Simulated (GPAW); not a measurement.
BN (space group Fmm2, No. 42): a cell listed in the Materials Project, as set up for an electronic-structure calculation.

```cif
data_structure
_symmetry_space_group_name_H-M 'P 1'
_symmetry_Int_Tables_number 1
_cell_length_a 2.5033
_cell_length_b 6.9906
_cell_length_c 4.3322
_cell_angle_alpha 90.000
_cell_angle_beta 90.000
_cell_angle_gamma 90.000
_cell_volume 75.81
loop_
_atom_site_label
_atom_site_type_symbol
_atom_site_fract_x
_atom_site_fract_y
_atom_site_fract_z
_atom_site_occupancy
N1 N 0.50000 0.00000 0.16665 1
B1 B 0.50000 0.00000 0.50005 1
N2 N 0.50000 0.50000 0.66665 1
B2 B 0.50000 0.50000 0.00005 1
N3 N 0.00000 0.00000 0.66665 1
B3 B 0.00000 0.00000 0.00005 1
N4 N 0.00000 0.50000 0.16665 1
B4 B 0.00000 0.50000 0.50005 1
```

Describe how the polyhedra about B are linked (bonds: B–N below 1.6 Å).

B: BN3 triangle, sharing corners with six neighbours.

They form layers of corner-sharing triangles parallel to (010).

Centre to centre across a shared corner: 2.50 Å.

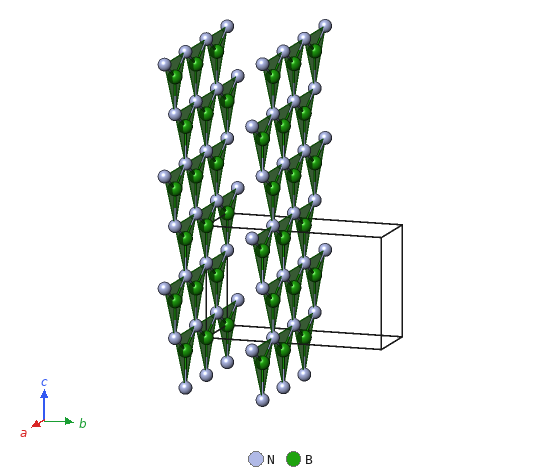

Polyhedra are drawn about B (bonds: B–N below 1.6 Å); other atoms are plain spheres.
